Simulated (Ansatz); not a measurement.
## MgTe: 7 runs along one coordinate

System: MgTe (F-43m, 2 atoms in the cell).
Method: DFT, LDA, PAW with Ansatz's default frozen-core files, scalar-relativistic; harmonic phonons by finite displacements, no spin polarisation (Ansatz 0.2.0).

The 7 runs differ only in the geometry, by an even scaling of the cell at fixed fractional positions. The structure derives from a Materials Project entry.

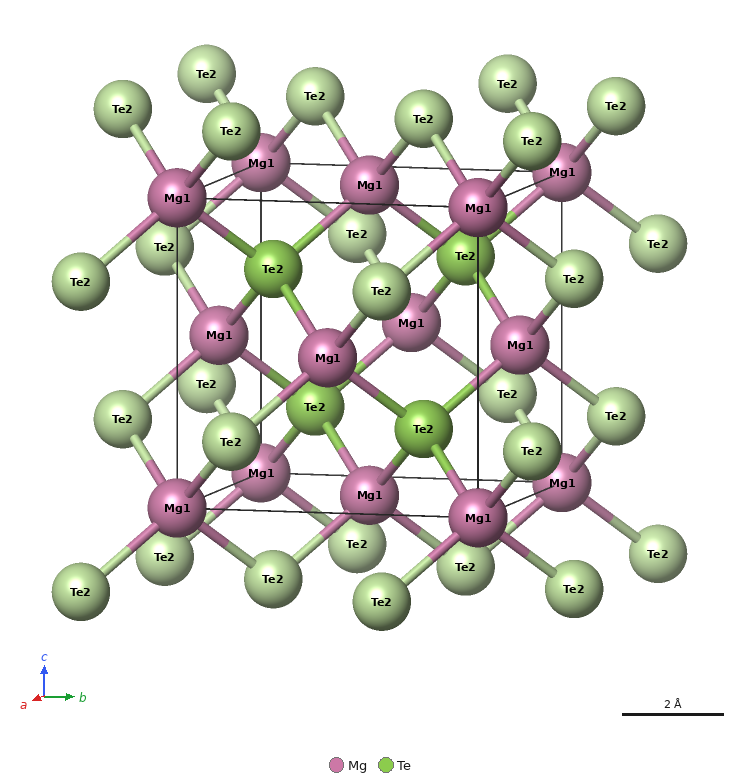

Figure 1. The structure of run 4 (ball-and-stick view of the cell 4 times as large as that of the calculation, set on its symmetry axes, seen slightly off an axis; neighbours outside the cell are drawn fainter; atoms are numbered from 1 in the order of the input).

**Input of run 4**
```yaml
crystal:
  lattice:
    - [3.09487795638, 3.09487795638, 0.0]
    - [-3.09487795638, 3.09487795638, 0.0]
    - [0.0, 3.09487795638, 3.09487795638]
  atoms:
    - { symbol: Mg, position: [0.0, 0.0, 0.0] }
    - { symbol: Te, position: [0.25, 0.75, 0.5] }
kpoints:
  mp_grid: { grid: [6, 6, 6] }
scf:
  occupations: { method: fixed }
hamiltonian:
  xc: lda
  pseudopotentials: { kind: paw }
phonons:
  supercell: [1, 1, 1]
```

Command:
```bash
ansatz run input.yaml --threads 1 --pin off --max-ram 3072MiB --backend cpu --events-out ev --progress --plain --runs-dir out
```

Lattice vectors (Å) and fractional positions of run 4:
```
   3.094878    3.094878    0.000000
  -3.094878    3.094878    0.000000
   0.000000    3.094878    3.094878
Mg  0.000000  0.000000  0.000000
Te  0.250000  0.750000  0.500000
```

Run 6 differs from it as follows:
```diff
-    - [3.09487795638, 3.09487795638, 0.0]
-    - [-3.09487795638, 3.09487795638, 0.0]
-    - [0.0, 3.09487795638, 3.09487795638]
+    - [3.18519798888, 3.18519798888, 0.0]
+    - [-3.18519798888, 3.18519798888, 0.0]
+    - [0.0, 3.18519798888, 3.18519798888]
```

**Results, with one run withheld**

```tsv
run	volume per atom (Å³)	free energy per atom, from the lowest run given (meV)	gap on the mesh (eV)
1	25.486	250.94	2.21
2	27.031	131.72	2.34
3	28.188	70.87	2.43
4	29.644	21.66	2.52
5	30.820	0.00	2.59
6	32.315	?	?
7	34.269	4.35	2.12
```

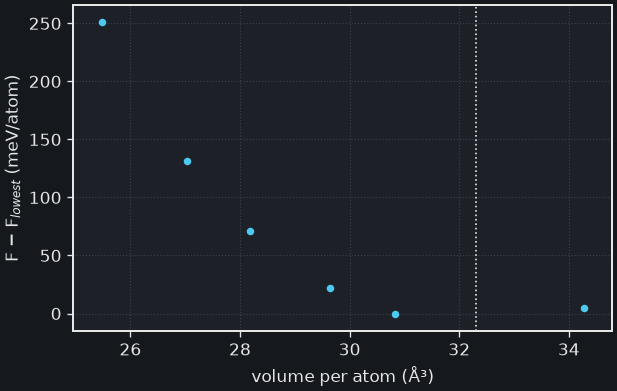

Figure 2. Free energy per atom of the runs given; the dotted line marks run 6.

What should run 6 give?

A cubic polynomial in V^(−2/3) (the Birch–Murnaghan form), fitted to the 6 runs given, misses them by under 0.01 meV per atom. With x = V^(−2/3) − 0.10590 Å⁻², it reads F = 39.498 + 13281 x + 9.1617e+05 x² + 5.2949e+05 x³ (meV per atom). At run 6 it gives −8.84 meV per atom, and the run itself gives −8.82. The fit has its minimum at 32.296 Å³ per atom, where V d²F/dV² gives 38.8 GPa: the bulk modulus at this level, since symmetry fixes the shape and the positions. The gap on the mesh lies between 2.12 eV (run 7) and 2.59 eV (run 5); run 6 has 2.38 eV. These are gaps of this functional on this mesh, which can miss the band edges; they aren't the measured gap.

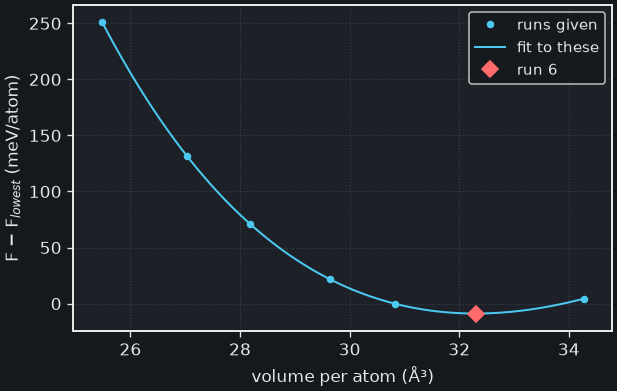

Figure 3. The fit and the withheld run.

**Output, shortened to warnings, some set-up lines, iterations and results (run 6)**
```
Basis set: ecut = 420 eV, 1243 PW (Γ)
Symmetry: 24 space group operations
k-points: 16 of 216 (time reversal used)
Initial density: superposition of atomic densities (neutral atoms: chi_scale 0, normalization atom), corrected by the library's trained network
[...]
SCF iter   1: F=—  HF=-8730.493715 eV  |F-HF|=—  |Δ(HF+E_count)|=         —  Δρ=4.84e-3  dr2=5.60e-3  ethr=1.77e-3  ⟨swp⟩=5.0  Hψ=1241  notcnv=0  defer=28
SCF iter   2: F=—  HF=-8730.488375 eV  |F-HF|=—  |Δ(HF+E_count)|=   5.34e-3  Δρ=2.02e-3  dr2=1.05e-3  ethr=2.15e-5  ⟨swp⟩=2.0  Hψ=644  notcnv=0  defer=28
SCF iter   3: F=—  HF=-8730.488046 eV  |F-HF|=—  |Δ(HF+E_count)|=   3.29e-4  Δρ=2.83e-4  dr2=4.08e-5  ethr=4.04e-6  ⟨swp⟩=2.0  Hψ=516  notcnv=0  defer=28
SCF iter   4: F=—  HF=-8730.488041 eV  |F-HF|=—  |Δ(HF+E_count)|=   5.51e-6  Δρ=1.12e-4  dr2=1.44e-5  ethr=1.57e-7  ⟨swp⟩=2.1  Hψ=465  notcnv=0  defer=23
SCF iter   5: F=—  HF=-8730.488029 eV  |F-HF|=—  |Δ(HF+E_count)|=   1.16e-5  Δρ=1.79e-5  dr2=1.18e-7  ethr=5.55e-8  ⟨swp⟩=2.0  Hψ=416  notcnv=0  defer=10
[... 12 lines ...]
SCF iter   3: F=—  HF=-8730.488017 eV  |F-HF|=—  |Δ(HF+E_count)|=   8.69e-7  Δρ=6.21e-6  dr2=2.91e-8  ethr=3.20e-9  ⟨swp⟩=1.8  Hψ=859  notcnv=0
SCF iter   4: F=—  HF=-8730.488017 eV  |F-HF|=—  |Δ(HF+E_count)|=   8.23e-9  Δρ=2.25e-6  dr2=1.05e-9  ethr=1.12e-10  ⟨swp⟩=2.0  Hψ=1196  notcnv=0
SCF iter   5: F=—  HF=-8730.488017 eV  |F-HF|=—  |Δ(HF+E_count)|=  2.73e-11  Δρ=3.12e-7  dr2=2.71e-11  ethr=4.06e-12  ⟨swp⟩=2.0  Hψ=1007  notcnv=0
SCF iter   6: F=-8730.488017 eV  HF=-8730.488017 eV  |F-HF|=1.82e-12  |Δ(HF+E_count)|=  3.64e-12  Δρ=3.36e-8  dr2=2.84e-13  ethr=1.00e-12  ⟨swp⟩=6.0  Hψ=3353  notcnv=0
SCF 3 converged in 6 iterations: F = -8730.488017 eV  dr2 = 2.84e-13
SCF converged after 7 iterations
Free energy (F): -8730.488031 eV
Harris-Foulkes:  -8730.488031 eV  (|F-HF|=5.46e-12)
Internal energy: -8730.488031 eV  (E = F + TS)
E sigma→0 (E₀):  -8730.488031 eV
Fermi energy:    4.474472 eV
--- Per-component energies (eV) ---
  E_band       = -662.221641
  E_kinetic    = 258.532176
  E_local      = -3267.059124  (includes V_loc(G=0)·N_el)
  E_nonlocal   = -207.650069
  E_hartree    = 1554.715854
  E_xc         = -152.844527
  E_vxc        = -142.601665  (∫ρ·V_xc dr)
  E_paw        = -4782.254789  (= ΣΔE_a)
  E_vpaw       = -412.874497  (= ΣTr[D̂ρ^β])
  E_aug_tail   = -0.000206  (compensation charges beyond the density's cutoff)
  E_ewald      = -2134.756485
  E_core_change = 0.829141  (= ΣΔE_core)
  E_smearing   = -0.000000  (= −TS)
  E_closure    = -0.000000  (closes the sum)
  Σ components = -8730.488031   (vs F -8730.488031, Δ=0.00e0)
--- Forces (eV/Å), atoms counted from 1 ---
  atom   1  Mg     0.00000000    -0.00000000    -0.00000000
  atom   2  Te    -0.00000000    -0.00000000     0.00000000
  max |Σ_I F_I| component: 4.05e-18 eV/Å
--- Phonons: 2 displaced members + reference (amplitude 0.0025 Å, Σ member SCF iterations 12) ---
  symmetry images taken by loose's conditions (phonons.symmetry_images: auto; settled by the asymmetry read); asymmetry of the core-correction force 4.3e-8 eV/Å at the most on a site, 6.0e-8 eV/Å summed over every site of the supercell
  ASR residual: 1.667e-4 → 0.000e0 eV/Å²; symmetrization residual: 6.412e-6 eV/Å²
  largest component of a force at the reference: 4.0e-18 eV/Å
  ASR residual per site (eV/Å²): 1.29e-4 1.67e-4
  Γ frequencies (cm⁻¹): 0.00 0.00 0.00 244.59 244.59 244.59
  density of states and harmonic sums: on the 17×17×19 q-mesh, interpolated from the force constants of a 1×1×1 supercell (no non-analytic term)
  largest difference from the sums on the solved wave vectors: F 5.76e-1 eV, S 8.34e-4 and C_V 2.58e-4 eV/K
  zero-point energy: 0.057962 eV/cell   skipped modes (ω ≤ 0): 3   left out of the sums: 9.11e-5 of the cell's modes: C_V's classical limit lies that fraction below 3 k_B per atom; for a crystal, a wire or a layer, F and S can be off by more, and a phonons.interpolated_qmesh denser along its …
```
